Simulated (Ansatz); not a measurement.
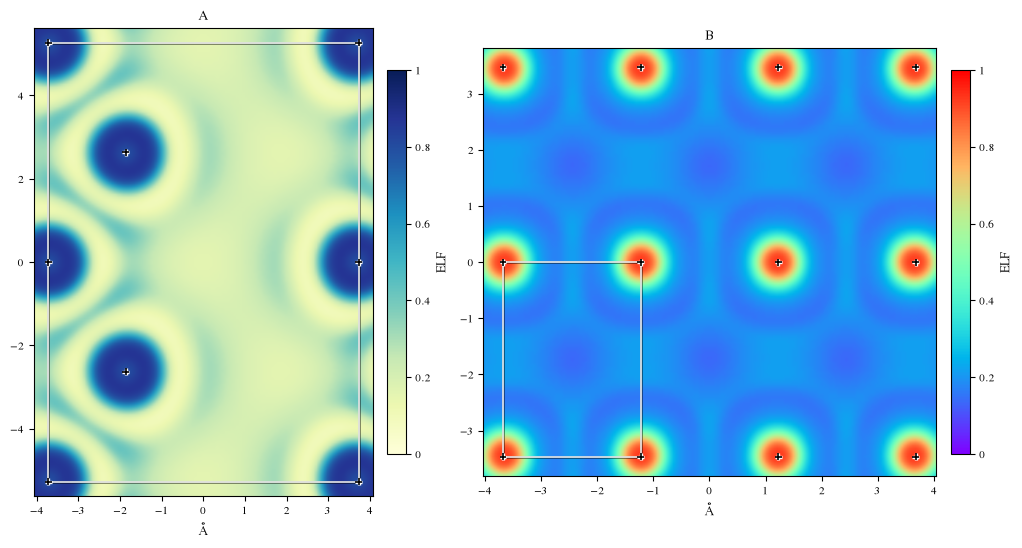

The ELF of 2 systems, each on a plane through atoms (crosses mark nuclei in the plane).

Theory: DFT, PBEsol, plane waves (420 eV) with PAW, scalar-relativistic (Ansatz).

System 1: Cu, the (110) plane of the conventional cell. Space group Pm-3m; set up as Cu, simple cubic; a generated structure, not necessarily the stable one; changed on purpose from its base cell (volume × 1.12); computed pressure about −11 GPa in this cell; computed without spin polarisation.

System 2: Lu, the (110) plane of the conventional cell. Space group Fd-3m; set up as Lu, diamond; a generated structure, not necessarily the stable one; changed on purpose from its base cell (volume × 1.12).

```yaml
crystal:
  lattice:
    - [7.45200, 0.00000, 0.00000]
    - [0.00000, 7.45200, 0.00000]
    - [0.00000, 0.00000, 7.45200]
  atoms:
    - { symbol: Lu, position: [0.75000, 0.25000, 0.25000] }
    - { symbol: Lu, position: [0.25000, 0.75000, 0.25000] }
    - { symbol: Lu, position: [0.25000, 0.25000, 0.75000] }
    - { symbol: Lu, position: [0.75000, 0.75000, 0.75000] }
    - { symbol: Lu, position: [0.50000, 0.00000, 0.00000] }
    - { symbol: Lu, position: [0.00000, 0.50000, 0.00000] }
    - { symbol: Lu, position: [0.00000, 0.00000, 0.50000] }
    - { symbol: Lu, position: [0.50000, 0.50000, 0.50000] }
```

Question: Match each panel to its system.

Answer: Panel A is system 2, Lu: the plane holds Lu. Lu–Lu (3.23 Å): the ELF is about 0.35 at the midpoint. Panel B is system 1, Cu: the plane holds Cu. Cu–Cu (2.45 Å): the ELF is about 0.20 at the midpoint: no shared electron pair shows on this line.
